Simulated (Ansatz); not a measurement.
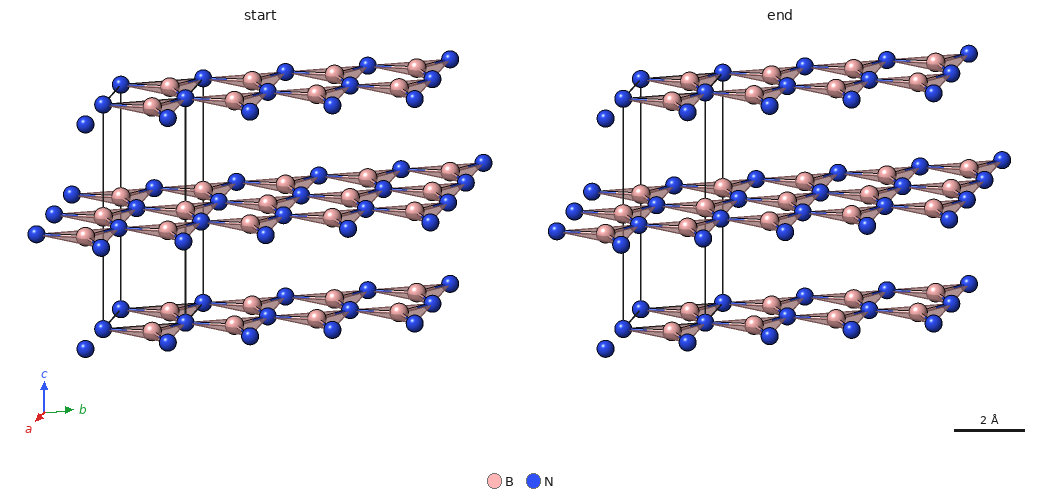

The structure of crystalline BN (set up in P-6m2) before (left) and after (right) a relaxation, at one scale.

Style: polyhedral. Shown: the cell of the calculation, repeated 2 × 4 × 1 with one cell outlined, slightly off an axis.

Level of theory: DFT r2SCAN, scalar-relativistic, plane waves, PAW in Ansatz 0.2.0. (plane-wave cutoff 500 eV; k-point mesh 12 × 12 × 4; occupations gaussian; smearing width 0.02 eV; no spin polarisation; cell and atoms relaxed; force threshold 0.005 eV/Å; at most 80 steps)

**Summarise the run.**

Over 3 accepted moves (4 points after the start) the energy falls by 1.3 meV per atom. All forces vanish by symmetry, so only the cell relaxes. The pressure goes from −2.49 to 0.00 GPa. At 1 point the geometry stayed and the basis and grid were re-selected for the new cell (energy shift of 0.1 meV per atom at most each time). The atoms keep their places relative to the cell (all moves are under 0.005 Å). Cell: a = b 2.510 → 2.501 Å (−0.4 %), c 6.690 → 6.860 Å (+2.5 %). Volume +1.8 %. Near-neighbour distances that change, for instance: B–N 1.449 → 1.444 Å. The space group stays P-6m2 (No. 187). The run took of the order of 40 core-seconds on a shared host.
